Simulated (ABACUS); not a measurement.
Band-structure run of BN

System: BN (P6₃mc, 4 atoms in the cell).
Method: Kohn-Sham DFT of a periodic cell, PBE, PseudoDojo NC SR 0.5 PBE standard, no spin polarisation (ABACUS 3.10.1).

The structure derives from a Materials Project entry. It belongs to a series of runs on one base structure; here: bands on the converged density.

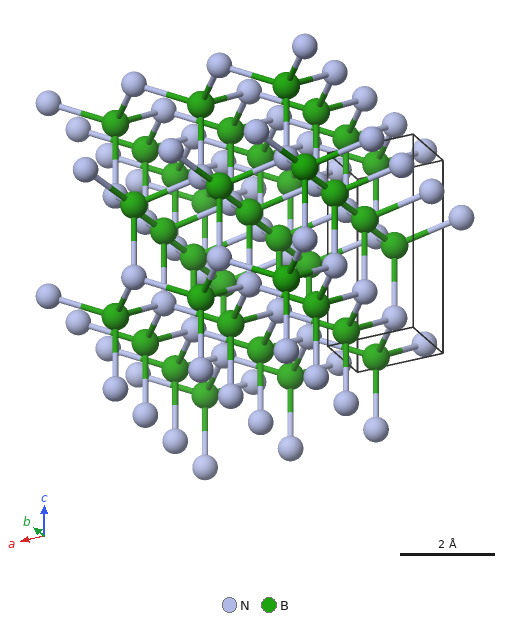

Figure 1. The input geometry (ball-and-stick view of the cell of the calculation, repeated 3 × 4 × 1, seen at an oblique angle; bonded neighbours outside the cell are drawn too). Near neighbours in the crystal (not all of them lie inside the picture): N has 4 B at 1.57 to 1.58 Å; B has 4 N at 1.57 to 1.58 Å.

**Key numbers**

- outcome: converged
- space group (tolerance 0.01 Å): P6₃mc (186)
- electrons treated: 16
- Fermi energy of the self-consistent step: 12.828 eV
- gap on the band path: 5.27 eV
- hardware: 4 threads of Intel Xeon @ 2.90GHz (Ice Lake), 16 GiB of memory available, shared host
- wall time: 4.4 s (CPU time 17 s)
- peak memory: 0.36 GiB

**Input file**
```
INPUT_PARAMETERS
suffix              BN
calculation         nscf
basis_type          pw
pseudo_dir          ./
symmetry            -1
dft_functional      pbe
ecutwfc             84.0
pseudo_rcut         10
nspin               1
nbands              18
ks_solver           dav
smearing_method     fd
smearing_sigma      0.00367493
scf_thr             1e-08
scf_nmax            100
mixing_type         broyden
mixing_beta         0.7
init_chg            file
pw_diag_thr         1e-07
out_band            1
kpar                4
```

**File STRU**
```
ATOMIC_SPECIES
N 14.0070 N.upf
B 10.8100 B.upf

LATTICE_CONSTANT
1.8897261246

LATTICE_VECTORS
2.5539396017 0.0000000000 0.0000000000
-1.2769698009 2.2117765748 0.0000000000
0.0000000000 0.0000000000 4.2268550000

ATOMIC_POSITIONS
Direct

N
0.0
2
0.3333333333 0.6666666667 0.1252760000 1 1 1
0.6666666667 0.3333333333 0.6252760000 1 1 1

B
0.0
2
0.3333333333 0.6666666667 0.4997240000 1 1 1
0.6666666667 0.3333333333 0.9997240000 1 1 1
```

**File KPT**
```
K_POINTS
12
Line
0.00000000 0.00000000 0.00000000 10 // G
0.50000000 0.00000000 0.00000000 10 // M
0.33333333 0.33333333 0.00000000 10 // K
0.00000000 0.00000000 0.00000000 10 // G
0.00000000 0.00000000 0.50000000 10 // A
0.50000000 0.00000000 0.50000000 10 // L
0.33333333 0.33333333 0.50000000 10 // H
0.00000000 0.00000000 0.50000000 1 // A
0.50000000 0.00000000 0.50000000 10 // L
0.50000000 0.00000000 0.00000000 1 // M
0.33333333 0.33333333 0.00000000 10 // K
0.33333333 0.33333333 0.50000000 1 // H
```

Command:
```bash
OMP_NUM_THREADS=1 mpirun -np 4 abacus > log
```

**What the program printed**
```
ABACUS v3.10.1

               Atomic-orbital Based Ab-initio Computation at UStc

 ------------------------------------------------------------------------------------

 READING GENERAL INFORMATION
                           global_out_dir = OUT.BN/
                           global_in_card = INPUT
                               pseudo_dir = ./
                              orbital_dir =
                                    DSIZE = 4
                                    GSIZE = 1

 READING UNITCELL INFORMATION
                                    ntype = 2
                  lattice constant (Bohr) = 1.88973
              lattice constant (Angstrom) = 1

 READING ATOM TYPE 1
                               atom label = N
                      L=0, number of zeta = 1
                      L=1, number of zeta = 1
                      L=2, number of zeta = 1
             number of atom for this type = 2

 READING ATOM TYPE 2
                               atom label = B
                      L=0, number of zeta = 1
                      L=1, number of zeta = 1
                      L=2, number of zeta = 1
             number of atom for this type = 2

                        TOTAL ATOM NUMBER = 4
DIRECT COORDINATES
    atom                   x                   y                   z     mag                  vx                  vy                  vz
taud_N1            0.3333333333        0.6666666667        0.1252760000  0.0000        0.0000000000        0.0000000000        0.0000000000
taud_N2            0.6666666667        0.3333333333        0.6252760000  0.0000        0.0000000000        0.0000000000        0.0000000000
taud_B1            0.3333333333        0.6666666667        0.4997240000  0.0000        0.0000000000        0.0000000000        0.0000000000
taud_B2            0.6666666667        0.3333333333        0.9997240000  0.0000        0.0000000000        0.0000000000        0.0000000000

                          Volume (Bohr^3) = 161.126
                             Volume (A^3) = 23.8764

 Lattice vectors: (Cartesian coordinate: in unit of a_0)
             +2.55394                  +0                  +0
             -1.27697            +2.21178                  +0
                   +0                  +0            +4.22685
 Reciprocal vectors: (Cartesian coordinate: in unit of 2 pi/a_0)
            +0.391552           +0.226063                  -0
                   -0           +0.452125                  -0
                   +0                  -0           +0.236583
 The esolver type has been set to : ksdft_pw

                PAO radial cut off (Bohr) = 10

 Read in pseudopotential file is N.upf
                     pseudopotential type = NC
          exchange-correlation functional = PBE
                 nonlocal core correction = 1
                        valence electrons = 5
                                     lmax = 1
                           number of zeta = 2
                     number of projectors = 4
                           L of projector = 0
                           L of projector = 0
                           L of projector = 1
                           L of projector = 1
                PAO radial cut off (Bohr) = 10

 Read in pseudopotential file is B.upf
                     pseudopotential type = NC
          exchange-correlation functional = PBE
                 nonlocal core correction = 1
                        valence electrons = 3
                                     lmax = 1
                           number of zeta = 2
                     number of projectors = 4
                           L of projector = 0
                           L of projector = 0
                           L of projector = 1
                           L of projector = 1
     initial pseudo atomic orbital number = 16

 SETUP THE ELECTRONS NUMBER
             electron number of element N = 5
       total electron number of element N = 10
             electron number of element B = 3
       total electron number of element B = 6
            AUTOSET number of electrons:  = 16
                           occupied bands = 8
                                   NBANDS = 18
                                   NLOCAL = 36

 SETUP THE PLANE WAVE BASIS
 energy cutoff for charge/potential (unit:Ry) = 336
            fft grid for charge/potential = [ 30, 30, 48 ]
                        fft grid division = [ 1, 1, 1 ]
        big fft grid for charge/potential = [ 30, 30, 48 ]
                                     nbxx = 43200
                                     nrxx = 43200

 SETUP PLANE WAVES FOR CHARGE/POTENTIAL
                    number of plane waves = 16733
                         number of sticks = 547

 PARALLEL PW FOR CHARGE/POTENTIAL
     PROC   COLUMNS(POT)             PW
        1            547          16733
 --------------- sum -------------------
        1            547          16733
                            number of |g| = 867
                                  max |g| = 30.3608
                                  min |g| = 0

----------- Double Check Mixing Parameters Begin ------------
mixing_type: broyden
mixing_beta: 0.7
mixing_gg0: 1
mixing_gg0_min: 0.1
mixing_ndim: 8
----------- Double Check Mixing Parameters End ------------

 SETUP K-POINTS
                                    nspin = 1
                                   nkstot = 93
K-POINTS DIRECT COORDINATES
 KPOINTS    DIRECT_X    DIRECT_Y    DIRECT_Z  WEIGHT
       1  0.00000000  0.00000000  0.00000000  1.0000
       2  0.05000000  0.00000000  0.00000000  1.0000
       3  0.10000000  0.00000000  0.00000000  1.0000
       4  0.15000000  0.00000000  0.00000000  1.0000
       5  0.20000000  0.00000000  0.00000000  1.0000
       6  0.25000000  0.00000000  0.00000000  1.0000
       7  0.30000000  0.00000000  0.00000000  1.0000
       8  0.35000000  0.00000000  0.00000000  1.0000
       9  0.40000000  0.00000000  0.00000000  1.0000
      10  0.45000000  0.00000000  0.00000000  1.0000
      11  0.50000000  0.00000000  0.00000000  1.0000
      12  0.48333333  0.03333333  0.00000000  1.0000
      13  0.46666667  0.06666667  0.00000000  1.0000
      14  0.45000000  0.10000000  0.00000000  1.0000
      15  0.43333333  0.13333333  0.00000000  1.0000
      16  0.41666666  0.16666666  0.00000000  1.0000
      17  0.40000000  0.20000000  0.00000000  1.0000
      18  0.38333333  0.23333333  0.00000000  1.0000
      19  0.36666666  0.26666666  0.00000000  1.0000
      20  0.35000000  0.30000000  0.00000000  1.0000
      21  0.33333333  0.33333333  0.00000000  1.0000
      22  0.30000000  0.30000000  0.00000000  1.0000
      23  0.26666666  0.26666666  0.00000000  1.0000
      24  0.23333333  0.23333333  0.00000000  1.0000
      25  0.20000000  0.20000000  0.00000000  1.0000
      26  0.16666666  0.16666666  0.00000000  1.0000
      27  0.13333333  0.13333333  0.00000000  1.0000
      28  0.10000000  0.10000000  0.00000000  1.0000
      29  0.06666667  0.06666667  0.00000000  1.0000
      30  0.03333333  0.03333333  0.00000000  1.0000
[... 63 further k points ...]

           k-point number in this process = 24
       minimum distributed K point number = 23

[... K-POINTS CARTESIAN COORDINATES: 24 rows ...]

[... K-POINTS DIRECT COORDINATES: 24 rows ...]

 SETUP PLANE WAVES FOR WAVE FUNCTIONS
     energy cutoff for wavefunc (unit:Ry) = 84
              fft grid for wave functions = [ 30, 30, 48 ]
                    number of plane waves = 2779
                         number of sticks = 163

 PARALLEL PW FOR WAVE FUNCTIONS
     PROC   COLUMNS(POT)             PW
        1            163           2779
 --------------- sum -------------------
        1            163           2779

 SETUP NONLOCAL PSEUDOPOTENTIALS IN PLANE WAVE BASIS
 N non-local projectors:
 projector 1 L=0
 projector 2 L=0
 projector 3 L=1
 projector 4 L=1
 B non-local projectors:
 projector 1 L=0
 projector 2 L=0
 projector 3 L=1
 projector 4 L=1
      TOTAL NUMBER OF NONLOCAL PROJECTORS = 32

 Init Non-Local PseudoPotential table :
 Init Non-Local-Pseudopotential done.

                                     npwx = 2113

 Make real space PAO into reciprocal space.
       max mesh points in Pseudopotential = 1001
     dq(describe PAO in reciprocal space) = 0.01
                                    max q = 1104

 number of pseudo atomic orbitals for N is 2
WARNING: norm of atomic wavefunction # 2 of atomic type N is 0.999999, renormalized

 number of pseudo atomic orbitals for B is 2
WARNING: norm of atomic wavefunction # 2 of atomic type B is 0.999877, renormalized

 -------------------------------------------
 NONSELF-CONSISTENT
 -------------------------------------------
                                 init_chg = file
 try to read charge from file
 Read in the charge density: OUT.BN//BN-CHARGE-DENSITY.restart

 PW ALGORITHM --------------- ION=   1  ELEC=   1--------------------------------
 k(1/93) Iter steps (avg)=16 threshold=1e-07
 k(2/93) Iter steps (avg)=20 threshold=1e-07
 k(3/93) Iter steps (avg)=21 threshold=1e-07
 k(4/93) Iter steps (avg)=21 threshold=1e-07
 k(5/93) Iter steps (avg)=23 threshold=1e-07
 k(6/93) Iter steps (avg)=16 threshold=1e-07
 k(7/93) Iter steps (avg)=13 threshold=1e-07
 k(8/93) Iter steps (avg)=13 threshold=1e-07
 k(9/93) Iter steps (avg)=11 threshold=1e-07
 k(10/93) Iter steps (avg)=11 threshold=1e-07
 k(11/93) Iter steps (avg)=14 threshold=1e-07
 k(12/93) Iter steps (avg)=15 threshold=1e-07
 k(13/93) Iter steps (avg)=15 threshold=1e-07
 k(14/93) Iter steps (avg)=10 threshold=1e-07
 k(15/93) Iter steps (avg)=14 threshold=1e-07
 k(16/93) Iter steps (avg)=12 threshold=1e-07
 k(17/93) Iter steps (avg)=16 threshold=1e-07
 k(18/93) Iter steps (avg)=15 threshold=1e-07
 k(19/93) Iter steps (avg)=17 threshold=1e-07
 k(20/93) Iter steps (avg)=18 threshold=1e-07
 k(21/93) Iter steps (avg)=20 threshold=1e-07
 k(22/93) Iter steps (avg)=16 threshold=1e-07
 k(23/93) Iter steps (avg)=14 threshold=1e-07
 k(24/93) Iter steps (avg)=12 threshold=1e-07
[... levels at 24 k points of this process ...]

 Density error is 0.00000000000
                          Error Threshold = 1.00000000000e-07
----------------------------------------------------------
     Energy           Rydberg                 eV
----------------------------------------------------------
 E_KohnSham     -53.4901337842       -727.7706062476
 E_KS(sigma->0) -53.4901337842       -727.7706062476
 E_Harris       -53.4901337842       -727.7706062476
 E_band         3.8501666820         52.3842051244
 E_one_elec     9.1268759727         124.1775181673
 E_Hartree      7.2723185757         98.9449703003
 E_xc           -17.4604341848       -237.5613944674
 E_Ewald        -52.4288941477       -713.3317002478
 E_entropy(-TS) -0.0000000000        -0.0000000000
 E_descf        0.0000000000         0.0000000000
 E_exx          0.0000000000         0.0000000000
 E_Fermi        0.9469480784         12.8838895762
----------------------------------------------------------

 charge density convergence is achieved
 final etot is -727.77060625 eV
 EFERMI = 12.883889576 eV

 STATE ENERGY(eV) AND OCCUPATIONS    NSPIN == 1
 1/24 kpoint (Cartesian) = 0.0000 0.0000 0.0000 (2081 pws)
       1       -9.12351      0.0215054
       2       -5.01798      0.0215054
       3       0.325529      0.0215054
       4        9.04461      0.0215054
       5        9.04461      0.0215054
       6        10.8694      0.0215054
       7        11.1437      0.0215054
       8        11.1437      0.0215054
       9        19.5382    3.41889e-60
      10        19.5382    3.41889e-60
      11        19.7223    8.61249e-62
      12        20.6270    1.19262e-69
      13        21.7993    7.83739e-80
      14        23.0207        0.00000
      15        23.0207        0.00000
      16        27.1985        0.00000
      17        32.8288        0.00000
      18        32.8424        0.00000

 2/24 kpoint (Cartesian) = 0.019578 0.011303 0.0000 (2069 pws)
       1       -9.06943      0.0215054
       2       -4.97635      0.0215054
       3       0.379224      0.0215054
       4        8.78748      0.0215054
       5        8.93957      0.0215054
       6        10.8136      0.0215054
       7        10.9338      0.0215054
       8        11.0868      0.0215054
       9        19.4128    4.19946e-59
      10        19.6493    3.70918e-61
      11        19.8539    6.19029e-63
      12        20.8042    3.44607e-71
      13        22.0030    1.33394e-81
      14        23.0338        0.00000
      15        23.1802        0.00000
      16        27.1220        0.00000
      17        31.3655        0.00000
      18        32.6843        0.00000

 3/24 kpoint (Cartesian) = 0.039155 0.022606 0.0000 (2082 pws)
       1       -8.90778      0.0215054
       2       -4.85338      0.0215054
       3       0.539591      0.0215054
       4        8.08397      0.0215054
       5        8.65425      0.0215054
       6        10.3428      0.0215054
       7        10.6582      0.0215054
       8        10.9197      0.0215054
       9        19.2019    2.84976e-57
      10        19.9567    7.91790e-64
      11        20.0607    9.89882e-65
      12        21.3030    1.60479e-75
      13        22.4308    2.56418e-85
      14        23.1827        0.00000
      15        23.6327        0.00000
      16        26.8911        0.00000
      17        29.9923        0.00000
      18        32.3746        0.00000

 4/24 kpoint (Cartesian) = 0.058733 0.033909 0.0000 (2084 pws)
       1       -8.64043      0.0215054
       2       -4.65535      0.0215054
       3       0.804366      0.0215054
       4        7.08356      0.0215054
       5        8.25548      0.0215054
       6        9.49161      0.0215054
       7        10.3922      0.0215054
       8        10.6601      0.0215054
       9        18.9584    3.71462e-55
      10        20.2883    1.04326e-66
      11        20.3886    1.40285e-67
      12        21.8621    2.23056e-80
      13        22.7442    4.86069e-88
      14        23.7547        0.00000
      15        24.3129        0.00000
      16        26.5202        0.00000
      17        28.9177        0.00000
      18        32.1723        0.00000

 5/24 kpoint (Cartesian) = 0.078310 0.045213 0.0000 (2092 pws)
       1       -8.27094      0.0215054
       2       -4.39477      0.0215054
       3        1.16923      0.0215054
       4        5.93447      0.0215054
       5        7.81104      0.0215054
       6        8.48567      0.0215054
       7        10.0197      0.0215054
       8        10.3428      0.0215054
       9        18.7072    5.64621e-53
      10        20.4885    1.90270e-68
      11        20.8459    1.49711e-71
      12        22.0393    6.44774e-82
      13        23.2045        0.00000
      14        24.5040        0.00000
      15        25.1386        0.00000
      16        26.2200        0.00000
      17        28.2675        0.00000
      18        32.2481        0.00000

 6/24 kpoint (Cartesian) = 0.097888 0.056516 0.0000 (2104 pws)
       1       -7.80533      0.0215054
       2       -4.09436      0.0215054
       3        1.62673      0.0215054
       4        4.75608      0.0215054
       5        7.37348      0.0215054
       6        7.41339      0.0215054
       7        9.54062      0.0215054
       8        10.0084      0.0215054
       9        18.4702    6.46535e-51
      10        20.5250    9.18278e-69
      11        21.2362    6.09434e-75
      12        22.0666    3.73340e-82
      13        23.4365        0.00000
      14        25.1714        0.00000
      15        26.0258        0.00000
      16        26.4623        0.00000
      17        27.9652        0.00000
      18        32.0387        0.00000

[... levels at 18 further k points ...]

 --------------------------------------------
 !FINAL_ETOT_IS -727.7706062475620 eV
 --------------------------------------------

 Output bands in file: OUT.BN/BANDS_1.dat
```

**Standard output**
```
ABACUS v3.10.1

               Atomic-orbital Based Ab-initio Computation at UStc

 UNIFORM GRID DIM        : 30 * 30 * 48
 UNIFORM GRID DIM(BIG)   : 30 * 30 * 48
 ---------------------------------------------------------
 ---------------------------------------------------------
 SPIN    KPOINTS         PROCESSORS  THREADS
 1       93              4           4
 ---------------------------------------------------------
 Use plane wave basis
 ---------------------------------------------------------
 ELEMENT NATOM       XC
 N       2
 B       2
 ---------------------------------------------------------
 Initial plane wave basis and FFT box
 ---------------------------------------------------------
 -------------------------------------------
 NONSELF-CONSISTENT :
 -------------------------------------------
 START CHARGE      : file
 ITER       ETOT/eV          EDIFF/eV         DRHO     TIME/s
 DA1     -7.27770606e+02   0.00000000e+00   0.0000e+00   4.02
```
